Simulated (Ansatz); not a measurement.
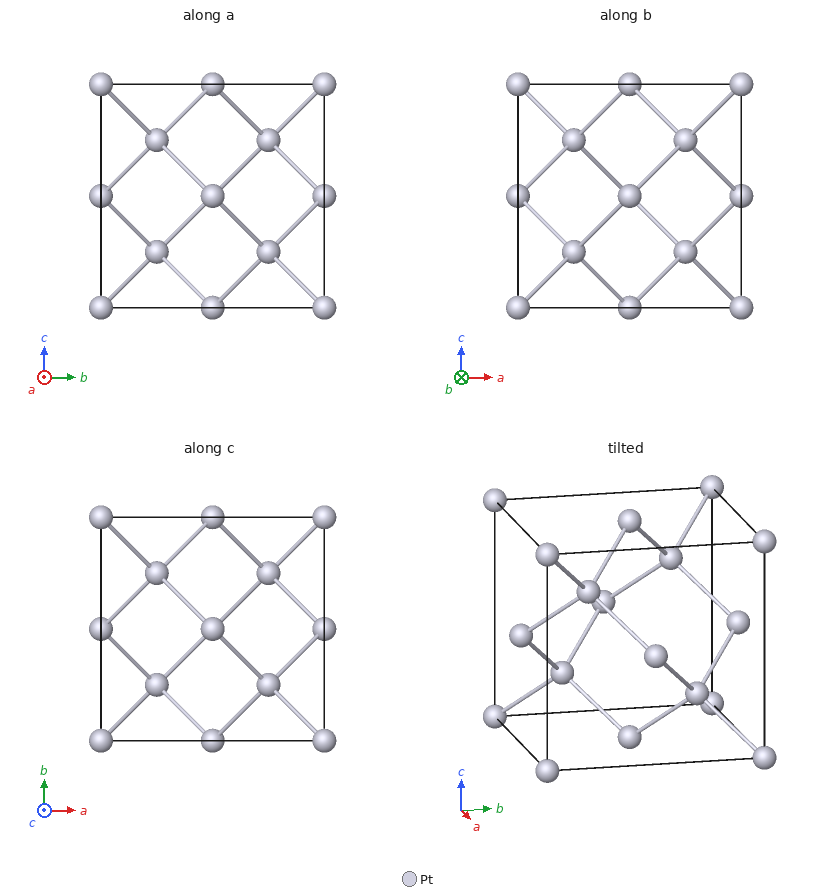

A ball-and-stick rendering, viewed along the a axis, along the b axis, along the c axis and slightly off an axis. The lines enclose the conventional unit cell; boundary atoms appear with their images.

Lattice parameters: a = 5.997 Å, b = 5.997 Å, c = 5.997 Å, α = 90.00°, β = 90.00°, γ = 90.00°.

### Put the structure into a table of Wyckoff sites.

Space group Fd-3m:1 (No. 227).
| atom | site | x | y | z |
| --- | --- | --- | --- | --- |
| Pt | 8a | 0.2500 | 0.7500 | 0.7500 |

Its origin is a structure type filled with this element by a generator (whether the element takes this form wasn't checked). Earlier steps of the study may have refined or changed the cell and positions. It was run through Ansatz as a DFT input.

At this level of theory the cell isn't at rest (stretched, at -9 GPa), so its distances can differ from those at equilibrium, the more so the softer the solid.
